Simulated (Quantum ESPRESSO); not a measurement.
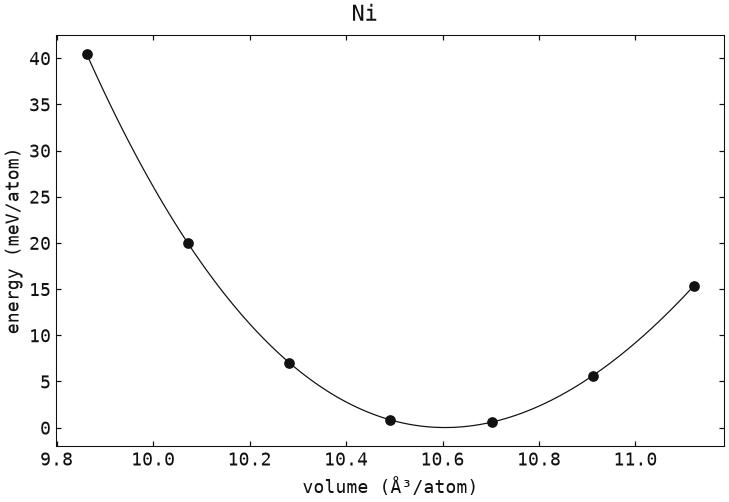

The figure shows the energy against volume for Ni, space group Fm-3m (No. 225).

Cell as given: a = 2.457 Å, b = 2.457 Å, c = 2.457 Å, α = 60.00°, β = 60.00°, γ = 60.00°; 1 atom.

How it was computed, with Quantum ESPRESSO 7.5: plane-wave DFT, collinear spins; energies at scaled volumes of the given cell, shape and fractions fixed, counted from the fit's minimum, third-order Birch-Murnaghan fit. Level: PBE with D3(BJ), collinear spin.

| setting | value |
| --- | --- |
| k mesh | 13×13×13 |
| occupations | Fermi–Dirac |
| smearing width | 0.05 eV |
| potentials | PseudoDojo 0.4.1 SR PBE standard |
| wave cutoff | 1333 eV |
| density cutoff | 5333 eV |

### What equilibrium volume and bulk modulus follow from the curve?

A third-order Birch–Murnaghan fit gives V0 = 10.61 Å³/atom, B0 = 215 GPa and B′ = 5.0.
